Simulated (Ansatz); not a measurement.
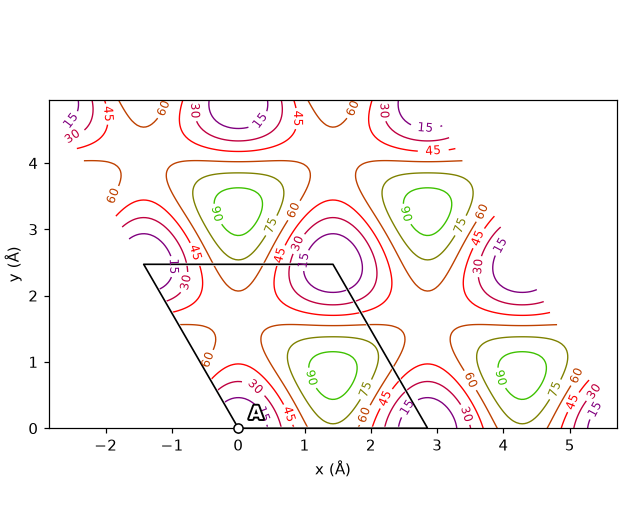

Si on a Ti(111) slab cut from the Fm-3m phase, its upper half relaxed before the scan (12 atoms of substrate and one adsorbate in a 2 × 2 cell). Si is moved over the surface cell at a fixed height above a rigid substrate; the origin of the map has the adsorbate above Ti9; the height is held at 3.00 Å. Places are given modulo a cell vector. The map is drawn in real space over the plane of the surface. The grid has 6 × 6 points; 10 points were computed and 26 follow by symmetry. Places are given in fractions of the 1 × 1 surface cell. Energies are in meV, from the lowest grid point. The runs have no spin polarisation, so an open-shell adsorbate far from the surface lies too high. At a fixed height the lowest place need not be the adsorption site. These are results of DFT PBE+D3(BJ), scalar-relativistic, plane waves, PAW (Ansatz), not measurements. Settings: cutoff 420 eV, k-mesh 6×6×1, gaussian smearing 0.1 eV, no spin polarisation.

The picture shows contour lines labelled in meV, the outline of one cell of the 2 × 2 shown, the point A. Between grid points the surface is interpolated.

Question: Find the lowest pass out of the well at A.

Answer: The easiest path leads from the well at the top site over a surface Ti atom, (0/6, 0/6) of the cell vectors to its copy one period on. Its highest point lies about 57 meV above the bottom of the first well on the interpolated surface, at a threefold hollow over a second-layer Ti atom, (2/6, 4/6) of the cell vectors. This is the barrier on the constrained surface; relaxing the other coordinates would change it.

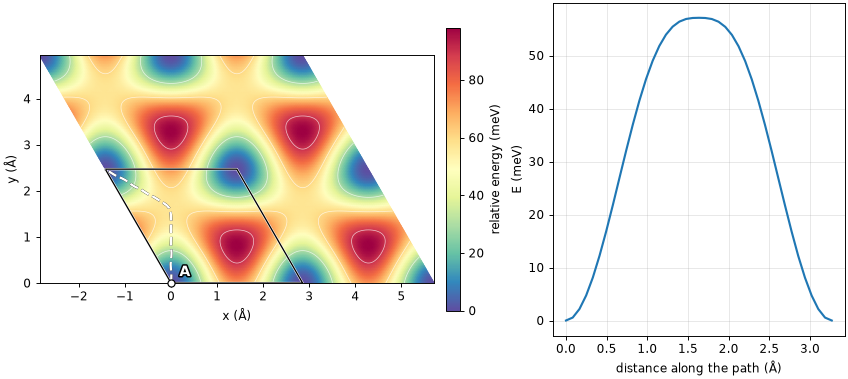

The picture shows a smooth colour map with a few white contour lines, a line along the lowest path, the outline of one cell of the 2 × 2 shown, the energy along the path at the right. Between grid points the surface is interpolated.

PAW datasets: the set soft_1.
